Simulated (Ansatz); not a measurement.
MgH2

```
Mg H
1.0
     4.51701    0.00000    0.00000
     0.00000    4.51701    0.00000
     0.00000    0.00000    3.01287
Mg H
2 4
Direct
  0.50000 0.50000 0.50000
  0.00000 0.00000 0.00000
  0.69568 0.69568 0.00000
  0.80432 0.19568 0.50000
  0.30432 0.30432 0.00000
  0.19568 0.80432 0.50000
```

Space group P4₂/mnm; a structure generated by program, which may or may not match a known phase.

Method: Ansatz, DFT PBE, scalar-relativistic, plane waves, PAW.

**What will maps of the valence pseudo-density and electron localisation function show?**

Mg–H (1.94 Å): ρ at the midpoint is about 0.19 e/Å³; the ELF climbs to about 1 towards the hydrogen: an ionic contact to a hydride ion.

**Metal or insulator at this level of theory?**

It is gapped, with a Kohn–Sham gap of 3.8 eV on the k-point mesh (the band edges may lie off the mesh, which would make the gap smaller).

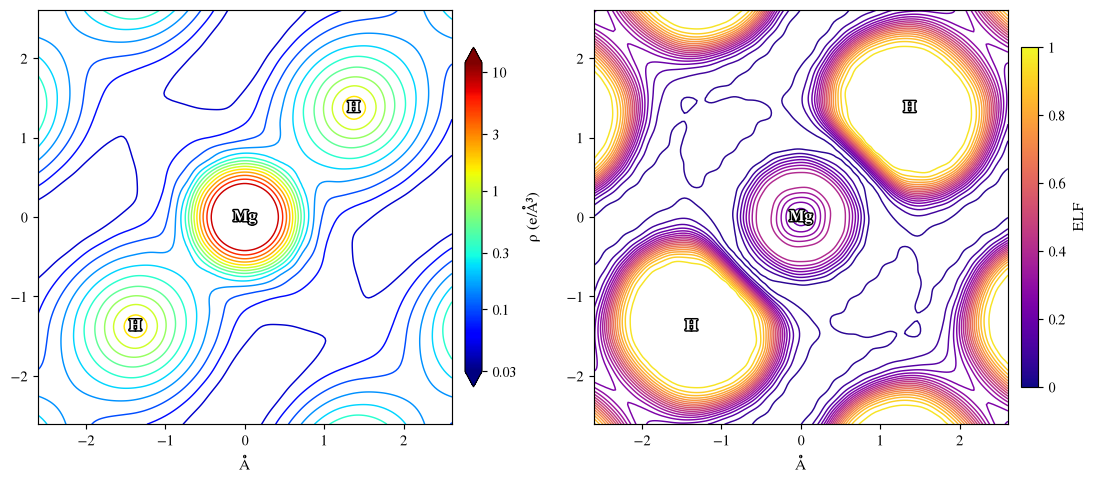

Computed valence pseudo-density and electron localisation function on the (001) plane of the conventional cell, in this order. 
